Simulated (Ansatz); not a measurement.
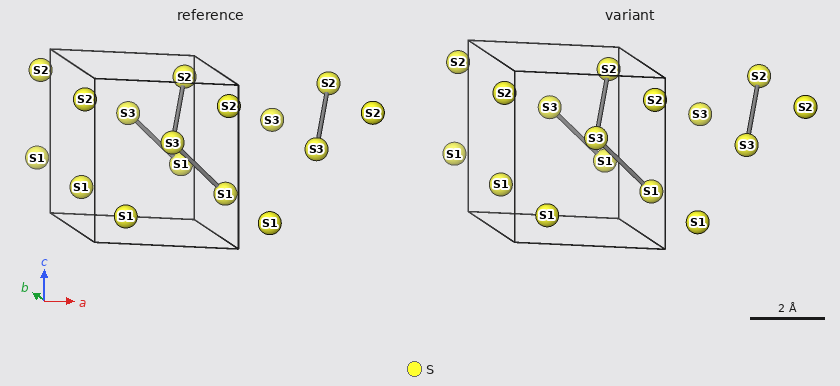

Left: a symmetric starting cell of S (made from another compound by putting S in place of Se). Right: the same structure after one change, at the same scale. The picture is a ball-and-stick view of the cell of the calculation, repeated 2 × 2 × 1 with one cell outlined, seen slightly off an axis.

All numbers below come from DFT PBEsol, scalar-relativistic, plane waves, PAW (Ansatz). (plane-wave cutoff 420 eV; k-point mesh 9 × 9 × 6; occupations gaussian; smearing width 0.02 eV; no spin polarisation)

Question: What distinguishes the right structure from the left one?

Answer: All lengths are scaled by +4.5 % (volume +14.3 %), the atoms keeping their fractional coordinates. No relaxation follows. The starting cell wasn't computed here and needn't be at equilibrium, so pressure and forces aren't due to the change alone.

Question: What does the change do?

Answer: The pressure is −8.9 GPa (not all of it need come from the change, since the unchanged cell can be under pressure at this level too). The principal stresses (compression positive) are −13.5 GPa along c and −6.6 GPa across it. The largest forces, 1.7 eV/Å, act on S1, S2 and S3; on S1 it points along −a. Near-neighbour distances before and after: S–S 2.150 → 2.248 Å. The space group stays P3_221 (No. 154).
